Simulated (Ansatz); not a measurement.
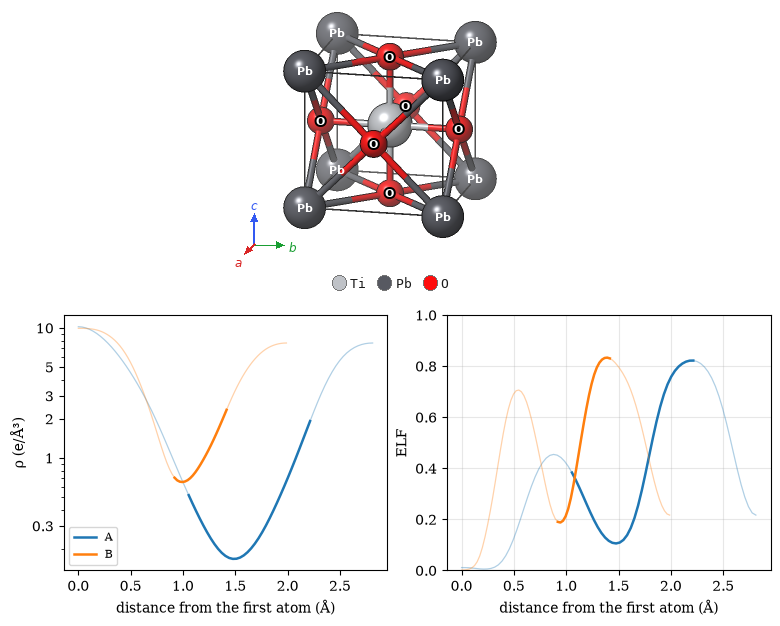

Figure. TiPbO₃. Valence pseudo-density and ELF along straight lines between neighbouring atoms. Thin, pale parts lie inside the atomic spheres. The structure is drawn too.

Space group Pm-3m; computed without spin polarisation; Hubbard U of 4 eV on Ti d only.

All numbers below come from DFT PBE+U, scalar-relativistic, plane waves, PAW in Ansatz 0.2.0.

The density is the valence pseudo-density of a PAW calculation; it isn't the true density close to the nuclei.

```cif
data_structure
_symmetry_space_group_name_H-M 'P 1'
_symmetry_Int_Tables_number 1
_cell_length_a 3.9763
_cell_length_b 3.9763
_cell_length_c 3.9763
_cell_angle_alpha 90.000
_cell_angle_beta 90.000
_cell_angle_gamma 90.000
_cell_volume 62.87
loop_
_atom_site_label
_atom_site_type_symbol
_atom_site_fract_x
_atom_site_fract_y
_atom_site_fract_z
_atom_site_occupancy
Ti1 Ti 0.50000 0.50000 0.50000 1
Pb1 Pb 0.00000 0.00000 0.00000 1
O1 O 0.00000 0.50000 0.50000 1
O2 O 0.50000 0.00000 0.50000 1
O3 O 0.50000 0.50000 0.00000 1
```

Q: Which curve belongs to which contact (Pb–O and Ti–O)? The first atom named is at distance zero.

A: Curve A: Pb–O (2.81 Å): the density is about 0.18 e/Å³ at the midpoint; the ELF is about 0.10 at the midpoint (no localised pair shows between them). Curve B: Ti–O (1.99 Å): ρ is about 0.65 e/Å³ halfway; the ELF peaks at about 0.85 in the valence shell of O, 0.6 Å from its nucleus, and is about 0.20 at the midpoint: no shared electron pair shows on this line.
